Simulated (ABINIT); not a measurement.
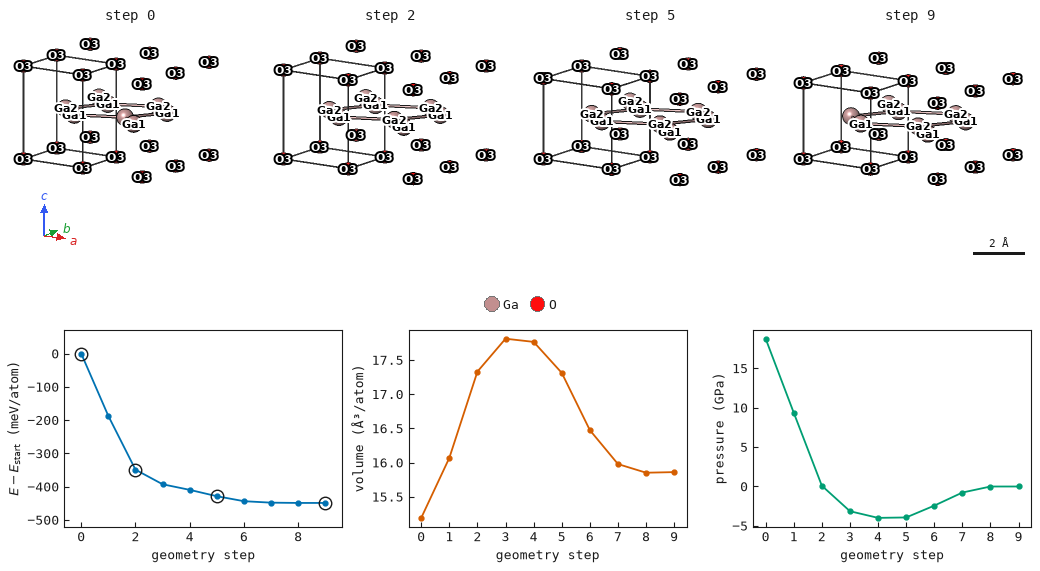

Frames of a relaxation of solid Ga$_{2}$O (a generated structure, set up in P6/mmm), marked on the history of the run. The picture is a ball-and-stick view of the cell of the calculation, repeated 2 × 2 × 1 with one cell outlined, seen slightly off an axis.

The run lets cell and atoms move.

All numbers below come from ABINIT 10.8.3, Kohn-Sham DFT of a periodic cell, PBE, JTH PAW PBE v2.0.

The input:
```
# Pseudopotentials
pp_dirpath "./"
pseudos "Ga.GGA_PBE-JTH.xml, O.GGA_PBE-JTH.xml"

# Structure
acell 7.0915457104 7.0915457014 7.0620049636
rprim
     1.0000000000     0.0000000000     0.0000000000
    -0.5000000006     0.8660254034     0.0000000000
     0.0000000000     0.0000000000     1.0000000000
ntypat 2
znucl 31 8
natom 3
typat 1 1 2
xcart
     1.8763422088     1.0833066558     1.8685260450
    -0.0000000188     2.1666133442     1.8685260450
     0.0000000000     0.0000000000     0.0000000000 Angstrom
chkprim 0
chksymtnons 0
tolsym 1.0e-6

# Plane-wave basis
ecut 23.0
pawecutdg 45.0

# k points
kptopt 1
ngkpt 8 8 7
nshiftk 1
shiftk 0.0 0.0 0.0

# Exchange and correlation
ixc 11

# Bands and occupations
nband 20
occopt 3
tsmear 0.05 eV

# SCF cycle
nstep 100
tolvrs 1.0e-9

# Output
iomode 3
prtwf 0
prtden 0
prteig 0
prtebands 0

# Relaxation
ionmov 2
ntime 60
tolmxf 0.0002
optcell 2
dilatmx 1.15
ecutsm 0.5
chkdilatmx 0
```

Command:
```bash
abinit run.abi > log 2>&1
```

What happens along the run?

The energy falls by 449 meV per atom in 9 geometry steps. All forces vanish by symmetry, so only the cell relaxes. Pressure: 18.77 GPa at the start and 0.00 GPa at the end. The atoms keep their places relative to the cell (all moves are under 0.005 Å). Cell: a = b 3.753 → 4.238 Å (+12.9 %), c 3.737 → 3.060 Å (−18.1 %). Volume +4.4 %. Some distances before and after: Ga1–Ga2 2.167 → 2.447 Å. The space group stays P6/mmm (No. 191). Cost: 9.5 min on 1 thread of Arm Neoverse V2 (shared host), peak memory 0.17 GiB. From step 0 to 2: volume +14.1 %, energy −349 meV per atom. From step 2 to 5: volume −0.1 %, energy −79.8 meV per atom. From step 5 to 9: volume −8.4 %, energy −20.2 meV per atom.

```json
{"step": "0", "E − E(0), meV/atom": "0.00", "pressure, GPa": "18.77", "volume, Å³/atom": "15.192"}
{"step": "1", "E − E(0), meV/atom": "-187.48", "pressure, GPa": "9.36", "volume, Å³/atom": "16.070"}
{"step": "2", "E − E(0), meV/atom": "-348.81", "pressure, GPa": "0.09", "volume, Å³/atom": "17.332"}
{"step": "3", "E − E(0), meV/atom": "-392.67", "pressure, GPa": "-3.14", "volume, Å³/atom": "17.813"}
{"step": "4", "E − E(0), meV/atom": "-409.45", "pressure, GPa": "-3.99", "volume, Å³/atom": "17.766"}
{"step": "5", "E − E(0), meV/atom": "-428.57", "pressure, GPa": "-3.93", "volume, Å³/atom": "17.313"}
{"step": "6", "E − E(0), meV/atom": "-443.53", "pressure, GPa": "-2.43", "volume, Å³/atom": "16.475"}
{"step": "7", "E − E(0), meV/atom": "-447.91", "pressure, GPa": "-0.77", "volume, Å³/atom": "15.979"}
{"step": "8", "E − E(0), meV/atom": "-448.77", "pressure, GPa": "0.00", "volume, Å³/atom": "15.853"}
{"step": "9", "E − E(0), meV/atom": "-448.77", "pressure, GPa": "0.00", "volume, Å³/atom": "15.861"}
```
